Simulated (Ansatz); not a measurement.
## Electronic structure of LiNbO₃ (slab) in real space

```xyz
20
Lattice="5.1895 0.0000 0.0000 -2.5948 4.4942 0.0000 0.0000 0.0000 23.4629" Properties=species:S:1:pos:R:3 pbc="T T T"
Nb    0.0000    2.9962    7.7402
Li    0.0000    0.0000    9.3495
O     1.7199    2.8797    8.2744
O     4.2287    1.5649    8.2744
O     1.8357    0.0497    8.2744
Nb    2.5948    1.4981    9.9164
Li    0.0000    2.9962   11.7798
O     0.9232    1.3154   10.6482
O     3.5887    0.1418   10.6482
O     3.2724    3.0370   10.6482
Nb    0.0000    0.0000   12.3394
Li    2.5948    1.4981   15.6774
O    -0.9681    4.1913   13.1024
O     1.5191    3.2370   13.1024
O    -0.5510    1.5602   13.1024
Nb    0.0000    2.9962   14.7234
Li    0.0000    0.0000   16.0334
O    -1.6139    3.0156   15.6106
O     0.7901    1.5888   15.6106
O     0.8238    4.3841   15.6106
```

These are results of DFT PBE, scalar-relativistic, plane waves, PAW in Ansatz, not measurements.

In a PAW calculation such maps are meaningful between the atoms, not at the nuclei.

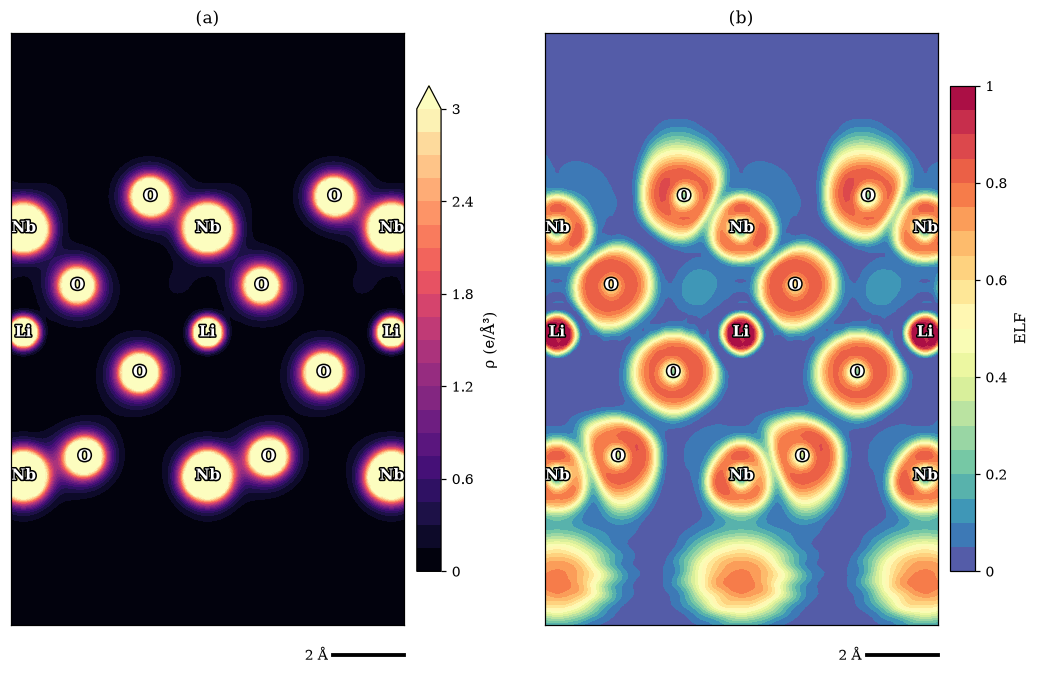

Figure 1. (a) valence electron density; (b) electron localisation function on the (100) plane of the calculation cell, a cut from vacuum to vacuum.

**What does the map show?**

The section cuts through Nb, O and Li sites. Nb–O (1.80 Å): ρ is about 1.4 e/Å³ halfway; the ELF peaks at about 0.80 in the valence shell of O, 0.5 Å from its nucleus, and drops to about 0.35 between the two atoms. Li–O (2.03 Å): ρ at the midpoint is about 0.3 e/Å³; the ELF peaks at about 0.85 in the valence shell of O, 0.6 Å from its nucleus, and is about 0.50 at the midpoint. The density dies away to nearly zero in the vacuum. The features right at Nb and Li lie inside the PAW spheres, where the map follows smoothed inner orbitals and isn't to be read closely.

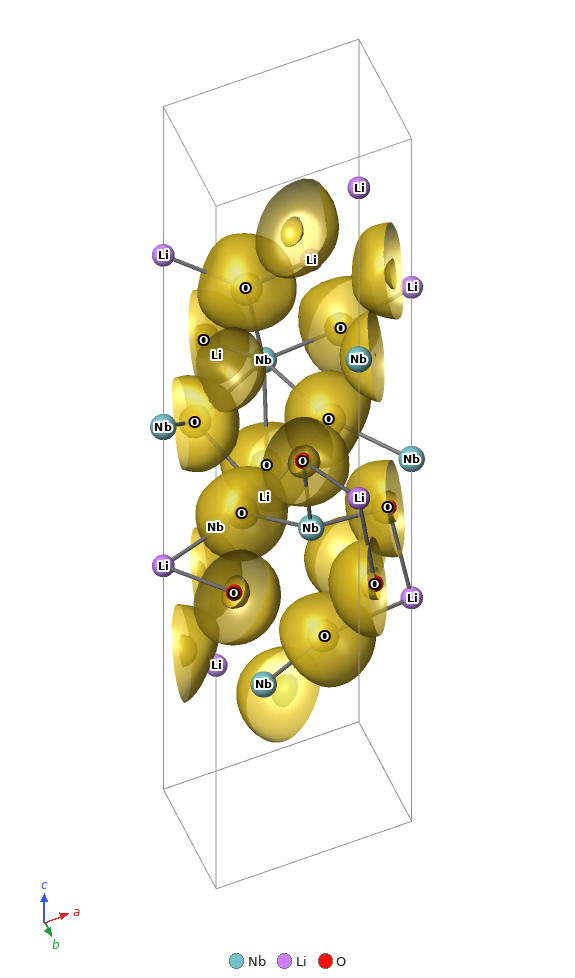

Figure 2. Isosurface of the ELF at 0.65 (yellow), seen at an oblique angle. Only the valence region is drawn (cores and ρ < 0.01 e/Å³ removed). Sticks mark near contacts.

**Describe the localisation domains.**

The ELF exceeds this value in twelve regions wrapped around O (the valence shell of each), counted in one cell of 20 atoms. Counts are for one cell; the picture repeats the cell along the surface.


 Li–O (1.81 Å): the ELF peaks at about 0.85 in the valence shell of O, 0.7 Å from its nucleus, and is about 0.60 at the midpoint.

**Does the calculation make it a metal, or give it a gap?**

It is gapless in this calculation (a metal or semimetal).
